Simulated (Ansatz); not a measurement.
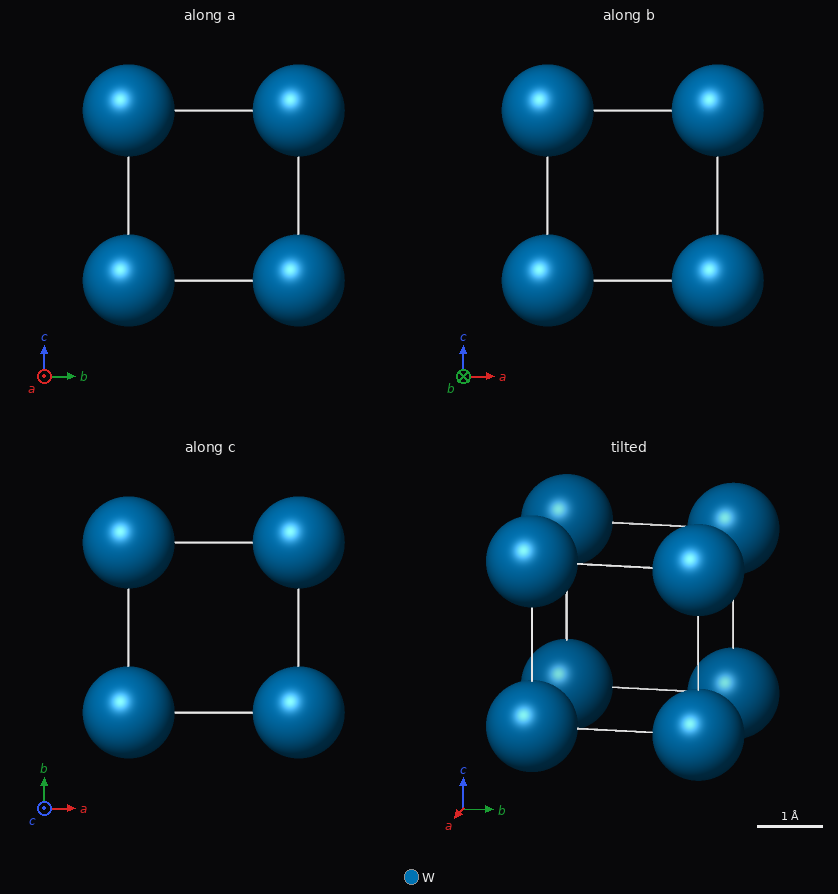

A spheres-only rendering, viewed along the a axis, along the b axis, along the c axis and slightly off an axis. The parallelepiped is the conventional unit cell.

Lattice parameters: a = 2.6236 Å, b = 2.6236 Å, c = 2.6236 Å, α = 90.000°, β = 90.000°, γ = 90.000°.

**Express the structure as a CIF in P1 with every atom of the cell.**

```cif
data_structure
_symmetry_space_group_name_H-M 'P 1'
_symmetry_Int_Tables_number 1
_cell_length_a 2.6236
_cell_length_b 2.6236
_cell_length_c 2.6236
_cell_angle_alpha 90.000
_cell_angle_beta 90.000
_cell_angle_gamma 90.000
_cell_volume 18.06
loop_
_atom_site_label
_atom_site_type_symbol
_atom_site_fract_x
_atom_site_fract_y
_atom_site_fract_z
_atom_site_occupancy
W1 W 0.0000 0.0000 0.0000 1
```

Provenance: a textbook structure type filled with this element (whether it is the usual form wasn't checked). The picture shows the end point of a geometry optimisation with DFT r2SCAN, scalar-relativistic, plane waves, PAW in Ansatz 0.2.0.
